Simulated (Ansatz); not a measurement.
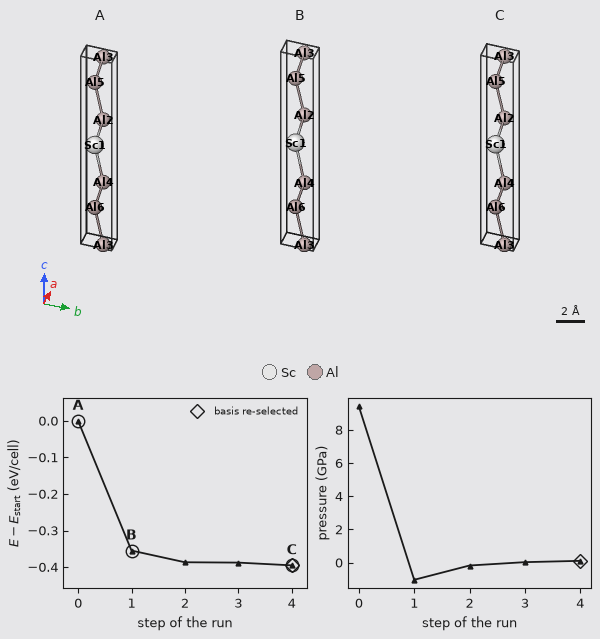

Frames of a relaxation of solid ScAl5 (a generated structure, set up in P-6m2) (coarse preliminary run), marked on the history of the run. A ball-and-stick model of the cell of the calculation, seen from a free direction.

Method: DFT PBE, scalar-relativistic, plane waves, PAW in Ansatz 0.2.0. Set-up: plane-wave cutoff 420 eV; k-point mesh 6 × 6 × 2; occupations gaussian; smearing width 0.1 eV; no spin polarisation; cell and atoms relaxed; force threshold 0.04 eV/Å; at most 70 steps.

> Describe the path.

The energy falls by 0.395 eV per cell of the calculation in 3 accepted moves (4 points after the start). The largest force component goes from 0.67 to 0.0039 eV/Å. The pressure goes from 9.41 to 0.11 GPa. At 1 point the geometry stayed and the basis and grid were re-selected for the new cell (energy shift of 7.5 meV per cell of the calculation at most each time). The largest moves relative to the cell, 0.089 Å, are those of Al2 and Al4. Al4 goes along −c. Sc stays in place. The volume changes by +11.3 %, with a = b 2.819 → 2.967 Å (+5.3 %), c 14.031 → 14.092 Å (+0.4 %). Near-neighbour distances that change, for instance: Sc1–Sc1 2.819 → 2.967 Å, Al2–Al2 2.819 → 2.967 Å, Sc1–Al2 2.849 → 2.979 Å, Al3–Al5 2.849 → 2.907 Å. The space group stays P-6m2 (No. 187). From step 0 to 1: Al atoms move most (0.14 Å), volume +12.5 %, energy −0.355 eV per cell of the calculation. From step 1 to 4: Al atoms move most (0.05 Å), volume −1.1 %, energy −40.5 meV per cell of the calculation.

```
step  E − E(0), meV/atom  largest force component, eV/Å  pressure, GPa  volume, Å³/atom                      note
   0                0.00                         0.6688           9.41           16.093                          
   1              -59.13                         0.2572          -1.03           18.107                          
   2              -64.47                         0.0522          -0.17           17.941                          
   3              -64.62                         0.0035           0.03           17.904                          
   4              -65.88                         0.0039           0.11           17.904  same geometry, new basis
```

Limits of the set-up: the k-point mesh is coarse for a cell with partly filled bands.
